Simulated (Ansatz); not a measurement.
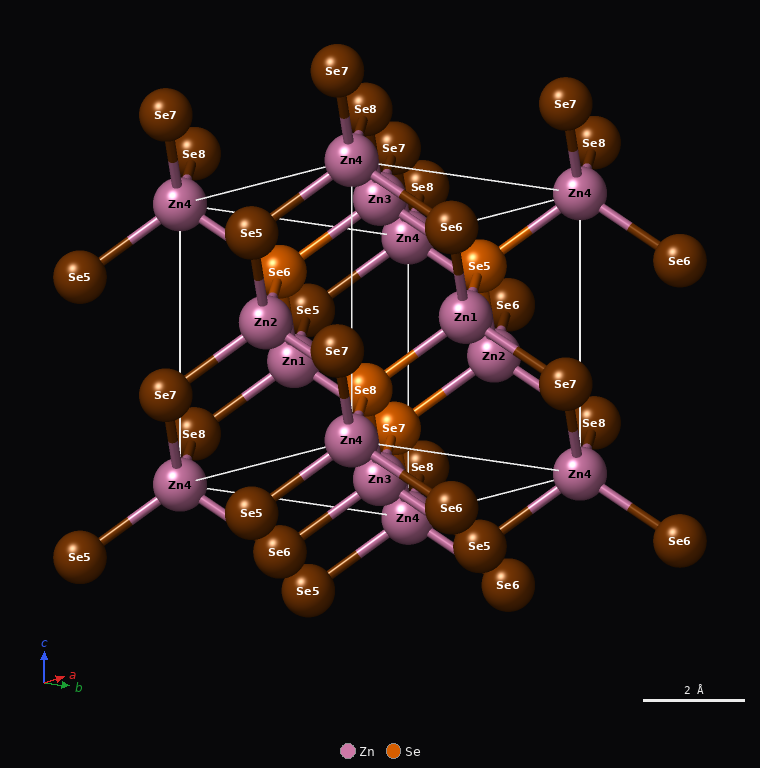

**Figure 1.** The structure as given in the input (ball-and-stick view of the cell of the calculation, seen at an oblique angle; neighbours outside the cell are drawn fainter; atoms are numbered from 1 in the order of the input). An atom can appear more than once, as a periodic image.

**Single-point calculation, with input and output: ZnSe**

ZnSe (8 atoms in the cell), computed with DFT r2SCAN, scalar-relativistic, plane waves, PAW, no spin polarisation (Ansatz 0.2.0).

The structure derives from an entry of the Crystallography Open Database. It belongs to a series of runs on one base structure; here: the relaxed cell repeated 4 times. Figures and captions count atoms from 1; the log counts them from 0 in places.

Log:
```
Engine: ansatz 0.2.0, x86_64-unknown-linux-gnu
Pseudopotentials: kind: paw
Pseudopotential: Zn, paw, valence charge 12, recommended cutoff 500 eV (meta_gga), Zn.paw.azcp
Pseudopotential: Se, paw, valence charge 16, recommended cutoff 500 eV (meta_gga), Se.paw.azcp
Functional definition: r2SCAN
  parameter k0 = 0.174
  parameter k1 = 0.065
  parameter a1 = 4.9479
  exchange = r2scan_x(k0 = k0, k1 = k1, a1 = a1)
  correlation = r2scan_c
Crystal: 8 atoms, lattice volume = 182.053 Å³
Basis set: ecut = 500 eV, 4625 PW (Γ), exchange–correlation on 180×180×180 points (64 copies of the dense FFT grid, shifted against one another)
Bands: 68, of which v1, the nominal top of the filled ones, is band 56 counted from 1 (55 counted from 0)
Symmetry: 96 space group operations
Space group: F-43m (ITA 216), of the structure as read, at distance tolerance 5.7e-5 Å
k-points: 20 of 216 (time reversal used)
Non-local potential: Zn, projectors of the file, l = 0: 2, l = 1: 2, l = 2: 3, l = 3: 1
Non-local potential: Se, projectors of the file, l = 0: 2, l = 1: 2, l = 2: 3, l = 3: 1
PAW form: soft (Blöchl's): semilocal exchange-correlation on the pseudo side does not see the compensation charge
PAW frozen core: Zn, regenerated for the run's functional (the file was generated under x = pbe(κ = 0.804, μ = 0.2195149727645171), c = pbe(β = 0.06672455060314922))
PAW frozen core: Se, regenerated for the run's functional (the file was generated under x = pbe(κ = 0.804, μ = 0.2195149727645171), c = pbe(β = 0.06672455060314922))
PAW one-centre angular grid: Zn, 590 points (default); XC on 261 of its mesh's 2673 points in the sphere
PAW one-centre angular grid: Se, 590 points (default); XC on 160 Gauss nodes
Initial density: superposition of atomic densities (neutral atoms: chi_scale 0, normalization atom), corrected by the library's trained network
Initial wavefunctions: pseudopotential atomic-orbital guess
Functional: x = r2scan, c = r2scan; τ floored in thin density (d = 2e-4 eV/Å³)
SCF iter   1: F=—  HF=-35222.010124 eV  |F-HF|=—  |Δ(HF+E_count)|=         —  Δρ=1.40e-2  dr2=1.66e-1  dr2_τ=2.24e-2  ethr=1.77e-3  ⟨swp⟩=6.8  Hψ=5532  notcnv=0  defer=6
preconditioner: auto → Resta (q_TF=auto, 2.516 Å⁻¹)  ε∞=4.8  [insulator: Δε(μ)=1.857 eV  Ē_g=11.917 eV  σ=0.050 eV  W_gap=1.00  n_scr=56 (ndim 8)  ℏωp=23.4 eV  f_vac=0.118  D(μ)=0.00/eV (n_scr^D=0)  ε∞_Penn≈4.8]
SCF iter   2: F=—  HF=-35222.001428 eV  |F-HF|=—  |Δ(HF+E_count)|=   8.70e-3  Δρ=1.94e-3  dr2=6.96e-3  dr2_τ=7.37e-4  ethr=1.48e-4  ⟨swp⟩=2.1  Hψ=2341  notcnv=0  defer=122
SCF iter   3: F=—  HF=-35221.996957 eV  |F-HF|=—  |Δ(HF+E_count)|=   4.47e-3  Δρ=2.99e-3  dr2=8.24e-3  dr2_τ=3.14e-5  ethr=6.22e-6  ⟨swp⟩=2.0  Hψ=2001  notcnv=0  defer=122
SCF iter   4: F=—  HF=-35221.996396 eV  |F-HF|=—  |Δ(HF+E_count)|=   5.61e-4  Δρ=9.69e-4  dr2=1.10e-3  dr2_τ=9.80e-6  ethr=6.22e-6  ⟨swp⟩=2.0  Hψ=2328  notcnv=0  defer=122
SCF iter   5: F=—  HF=-35221.996216 eV  |F-HF|=—  |Δ(HF+E_count)|=   1.80e-4  Δρ=1.93e-4  dr2=7.12e-5  dr2_τ=1.55e-6  ethr=9.83e-7  ⟨swp⟩=2.0  Hψ=2358  notcnv=0  defer=122
SCF iter   6: F=—  HF=-35221.996230 eV  |F-HF|=—  |Δ(HF+E_count)|=   1.40e-5  Δρ=8.80e-5  dr2=1.32e-5  dr2_τ=9.14e-8  ethr=6.36e-8  ⟨swp⟩=3.0  Hψ=1958  notcnv=0  defer=122
SCF iter   7: F=—  HF=-35221.996232 eV  |F-HF|=—  |Δ(HF+E_count)|=   2.02e-6  Δρ=1.24e-5  dr2=2.83e-7  dr2_τ=7.68e-9  ethr=1.18e-8  ⟨swp⟩=2.0  Hψ=1956  notcnv=0  defer=122
SCF iter   8: F=-35221.996232 eV  HF=-35221.996232 eV  |F-HF|=1.29e-8  |Δ(HF+E_count)|=   1.59e-7  Δρ=6.46e-6  dr2=6.42e-8  dr2_τ=5.17e-10  ethr=8.93e-11  ⟨swp⟩=12.1  Hψ=9614  notcnv=0
SCF 1 converged in 8 iterations: F = -35221.996232 eV  dr2 = 6.42e-8
  greatest PAW one-centre occupation: 1.000 electrons in one spin orbital (limit 2), on the Se atom at site 7 (counted from 0), in its partial waves of l = 2
```

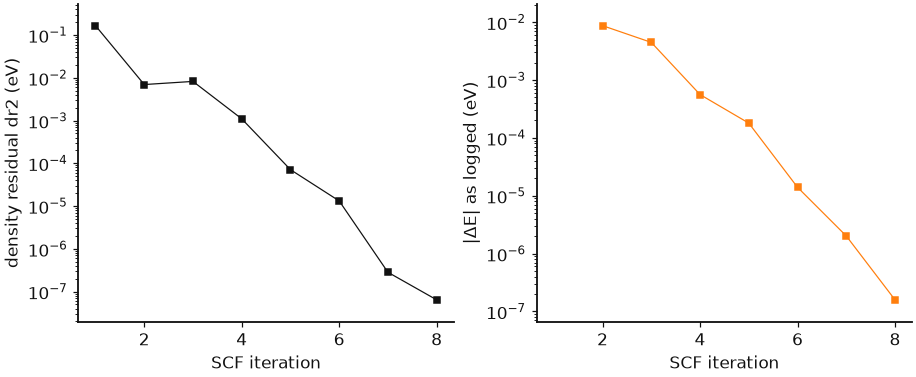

**Figure 2.** Convergence of the self-consistent field: density residual dr2 and size of the energy change against the SCF iteration. The residual falls almost steadily, with no more than small rises.

```
SCF converged after 8 iterations
Free energy (F): -35221.996232 eV
Harris-Foulkes:  -35221.996232 eV  (|F-HF|=1.29e-8)
Internal energy: -35221.996232 eV  (E = F + TS)
E sigma→0 (E₀):  -35221.996232 eV
Fermi energy:    7.397966 eV
--- Per-component energies (eV) ---
  E_band       = -1598.976770
  E_kinetic    = 998.100524
  E_local      = -17591.443257  (includes V_loc(G=0)·N_el)
  E_nonlocal   = 91.804143
  E_hartree    = 8161.894427
  E_xc         = -888.841530
  E_vxc        = -637.026568  (∫ρ·V_xc dr)
  E_paw        = -15101.948675  (= ΣΔE_a)
  E_vpaw       = -816.519654  (= ΣTr[D̂ρ^β])
  E_aug_tail   = -0.000928  (compensation charges beyond the density's cutoff)
  E_vtau       = 32.305090  (kinetic-family band-sum trace: ∫τ·v_τ [+ j·A + Jᵃ·Aᵃ] dr)
  E_ewald      = -10883.771382
  E_core_change = -7.789556  (= ΣΔE_core)
  E_smearing   = -0.000000  (= −TS)
  E_closure    = 0.000000  (closes the sum)
  Σ components = -35221.996232   (vs F -35221.996232, Δ=0.00e0)
--- Forces (eV/Å), atoms counted from 1 ---
  atom   1  Zn     0.00000000     0.00000000     0.00000000
  atom   2  Zn     0.00000000     0.00000000     0.00000000
  atom   3  Zn     0.00000000     0.00000000     0.00000000
  atom   4  Zn     0.00000000     0.00000000    -0.00000000
  atom   5  Se    -0.00000000    -0.00000000    -0.00000000
  atom   6  Se    -0.00000000    -0.00000000     0.00000000
  atom   7  Se    -0.00000000    -0.00000000    -0.00000000
  atom   8  Se    -0.00000000    -0.00000000    -0.00000000
  max |Σ_I F_I| component: 2.45e-16 eV/Å
--- Stress (GPa, compression-positive) ---
       -0.077331       0.000000      -0.000000
       -0.000000      -0.077331       0.000000
       -0.000000      -0.000000      -0.077331
  P = ⅓ Tr σ = -0.0773 GPa (-0.773 kbar)
--- Band table (eV; the first three rows and the last of 20) ---
  k-point 0: bands = ["-41.1083", "-41.1083", "-41.1083", "-41.1082", "-41.1082", "-41.1082", "-41.1077", "-41.1077", "-41.1077", "-41.1077", "-41.1077", "-41.1077", "-41.1023", "-41.1023", "-41.1023", "-41.1022", "-41.1022", "-41.1020", "-41.1020", "-41.1020", "-7.2457", "-6.1498", "-6.1498", "-6.1498", "-0.2257", "-0.2257", "-0.2257", "-0.1720", "-0.1720", "-0.1720", "0.0410", "0.0410", "0.0410", "0.0410", "0.0410", "0.0410", "0.1756", "0.1756", "0.2255", "0.2255", "0.2255", "0.3593", "0.3593", "0.3593", "1.6740", "1.6740", "1.6740", "4.2322", "4.2322", "4.2322", "4.2322", "4.2322", "4.2322", "6.4656", "6.4656", "6.4656", "8.3288", "9.8044", "9.8044", "9.8044", "10.3414", "10.3414", "10.3414", "12.7866", "12.7866", "12.7866", "17.0563", "17.9596"]
  k-point 1: bands = ["-41.1083", "-41.1083", "-41.1083", "-41.1082", "-41.1081", "-41.1081", "-41.1078", "-41.1078", "-41.1078", "-41.1078", "-41.1077", "-41.1077", "-41.1023", "-41.1023", "-41.1023", "-41.1022", "-41.1022", "-41.1020", "-41.1020", "-41.1020", "-7.1828", "-6.2364", "-6.1485", "-6.1485", "-0.2289", "-0.2116", "-0.2116", "-0.1803", "-0.1511", "-0.1511", "0.0183", "0.0183", "0.0277", "0.0277", "0.0510", "0.0510", "0.1703", "0.1790", "0.2173", "0.2173", "0.2221", "0.2761", "0.3906", "0.3906", "1.6907", "1.6907", "1.9793", "4.0786", "4.0786", "4.1045", "4.1045", "4.3525", "4.3525", "5.7762", "6.2617", "6.2617", "9.0798", "9.9278", "10.2254", "10.2254", "10.4805", "10.7434", "10.7434", "12.3886", "13.1053", "13.1053", "17.1185", "17.1185"]
  k-point 2: bands = ["-41.1083", "-41.1082", "-41.1082", "-41.1082", "-41.1080", "-41.1080", "-41.1079", "-41.1079", "-41.1078", "-41.1078", "-41.1077", "-41.1077", "-41.1022", "-41.1022", "-41.1022", "-41.1022", "-41.1021", "-41.1020", "-41.1020", "-41.1020", "-7.0045", "-6.4612", "-6.1459", "-6.1459", "-0.2335", "-0.2044", "-0.1708", "-0.1708", "-0.1127", "-0.1127", "-0.0393", "-0.0393", "0.0061", "0.0061", "0.0862", "0.0862", "0.1577", "0.1790", "0.1881", "0.1903", "0.1903", "0.2130", "0.4502", "0.4502", "1.7302", "1.7302", "2.6974", "3.7868", "3.7868", "3.8700", "3.8700", "4.6810", "4.6928", "4.6928", "5.7694", "5.7694", "10.2428", "10.2873", "10.8169", "11.3097", "11.3097", "11.6113", "11.7413", "11.7413", "13.9425", "13.9425", "15.3609", "15.3609"]
  k-point 19: bands = ["-41.1081", "-41.1081", "-41.1081", "-41.1081", "-41.1079", "-41.1079", "-41.1079", "-41.1079", "-41.1079", "-41.1079", "-41.1079", "-41.1079", "-41.1021", "-41.1021", "-41.1021", "-41.1021", "-41.1021", "-41.1021", "-41.1021", "-41.1021", "-6.4282", "-6.4282", "-6.4282", "-6.4282", "-0.1312", "-0.1312", "-0.1312", "-0.1312", "-0.1312", "-0.1312", "-0.1312", "-0.1312", "0.1939", "0.1939", "0.1939", "0.1939", "0.1939", "0.1939", "0.1939", "0.1939", "0.3356", "0.3356", "0.3356", "0.3356", "1.1638", "1.1638", "1.1638", "1.1638", "5.5817", "5.5817", "5.5817", "5.5817", "5.5817", "5.5817", "5.5817", "5.5817", "9.5177", "9.5177", "9.5177", "9.5177", "13.3374", "13.3374", "13.3374", "13.3374", "13.3374", "13.3374", "13.3374", "13.3374"]
```

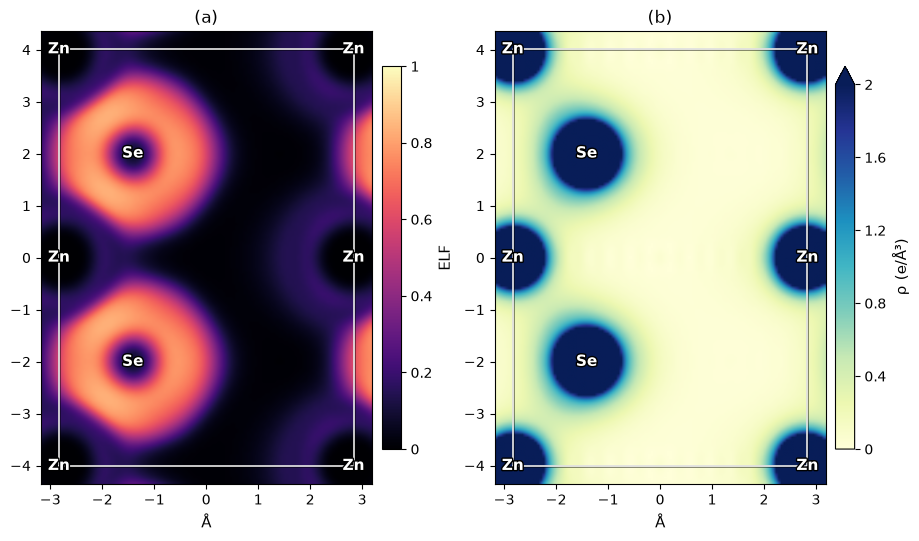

**Figure 3.** (a) ELF; (b) valence charge density (pseudo) on the (110) plane of the conventional cell. Zn–Se (2.45 Å): the density is about 0.47 e/Å³ at the midpoint; the ELF is about 0.60 at the midpoint. The density dies away to nearly zero in the voids. Core electrons are frozen (PAW), so the fields are smoothed inside the atomic spheres.

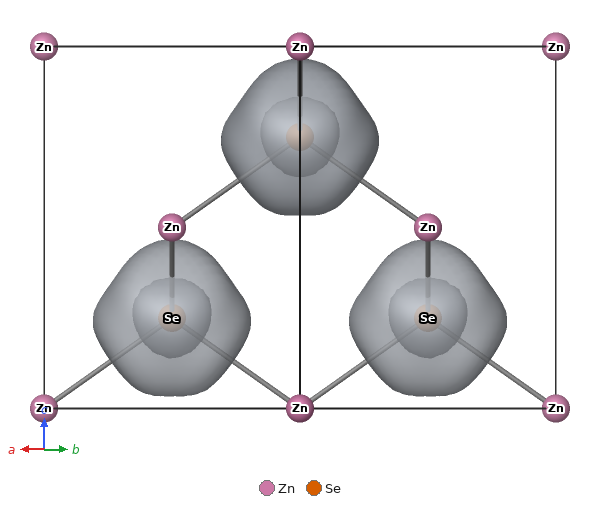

**Figure 4.** Isosurface of the electron localisation function at 0.7 (grey), seen along [110]. Core shells and regions of very low density are left out. Sticks mark near contacts. The outline is the cell set on symmetry axes. Profiles from the grid: Zn–Se (2.45 Å): the ELF is about 0.60 at the midpoint.

The run was set up as follows.

Input file:
```yaml
crystal:
  lattice:
    - [5.6676, 0.0, 0.0]
    - [0.0, -5.6676, 0.0]
    - [0.0, 0.0, -5.6676]
  atoms:
    - { symbol: Zn, position: [0.0, 0.5, 0.5] }
    - { symbol: Zn, position: [0.5, 0.0, 0.5] }
    - { symbol: Zn, position: [0.5, 0.5, 0.0] }
    - { symbol: Zn, position: [0.0, 0.0, 0.0] }
    - { symbol: Se, position: [0.75, 0.75, 0.75] }
    - { symbol: Se, position: [0.25, 0.25, 0.75] }
    - { symbol: Se, position: [0.25, 0.75, 0.25] }
    - { symbol: Se, position: [0.75, 0.25, 0.25] }
basis:
  ecutwfc: 500
kpoints:
  mp_grid: { grid: [6, 6, 6] }
hamiltonian:
  xc: r2scan
scf:
  occupations: { method: gaussian, width: 0.05 }
output:
  forces: true
  stress: true
  eigenvalues: true
  write_density: true
  write_potential: true
  elf: true
  volumetric_format: npy
```

Command:
```bash
ansatz run input.yaml --threads 1 --pin off --max-ram 2560MiB --backend cpu --events-out ev --progress --plain --runs-dir out
```

Results in brief:

```json
{"quantity": "outcome", "value": "converged"}
{"quantity": "space group (tolerance 0.01 Å)", "value": "F-43m (216)"}
{"quantity": "electrons treated", "value": "112"}
{"quantity": "free energy", "value": "−35221.9962 eV"}
{"quantity": "Fermi energy", "value": "7.398 eV"}
{"quantity": "gap on the k-point mesh", "value": "1.86 eV"}
{"quantity": "pressure", "value": "−0.08 GPa"}
{"quantity": "largest force (length of the vector)", "value": "under 0.001 eV/Å"}
{"quantity": "hardware", "value": "1 thread of Intel Xeon (Granite Rapids), 32 GiB of memory available, shared host"}
{"quantity": "wall time", "value": "25 s"}
{"quantity": "peak memory", "value": "0.84 GiB"}
```
